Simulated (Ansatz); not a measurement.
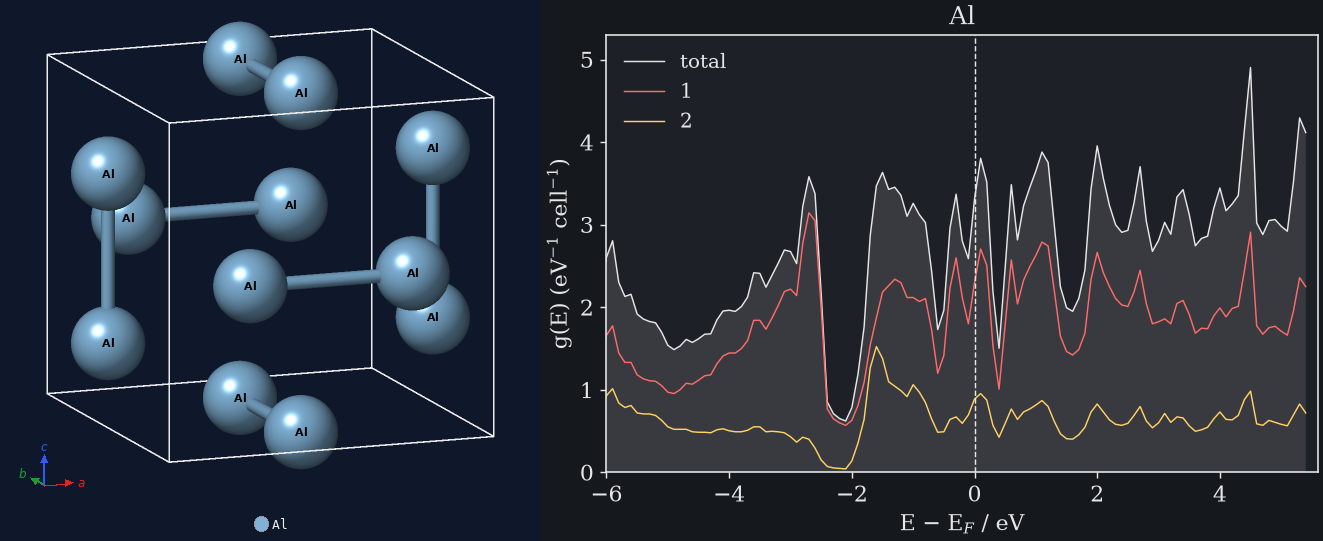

Density of states, beside the structure. Energies are counted from the Fermi level. The partial curves are projected on Löwdin-orthogonalised atomic shells.

Calculation on Al, space group Pm-3n (No. 223), 6 atoms in the cell.

Level of theory: DFT PBE, scalar-relativistic, plane waves, PAW, no spin polarisation, 8×8×8 k mesh, 420 eV cutoff, Gaussian smearing of 0.1 eV; code Ansatz 0.2.0.

**The numbered curves are projections. Which is which? The candidates: Al 3p, Al 3s.**

1 is Al 3p; 2 is Al 3s.

**Metal or insulator, and how many states lie at the Fermi level?**

It is a metal. The density of states at the Fermi level is about 3.2 per eV and cell (mean within 0.25 eV), or 0.53 per atom.

The structure is an invented one, so it need not be a known or stable phase.
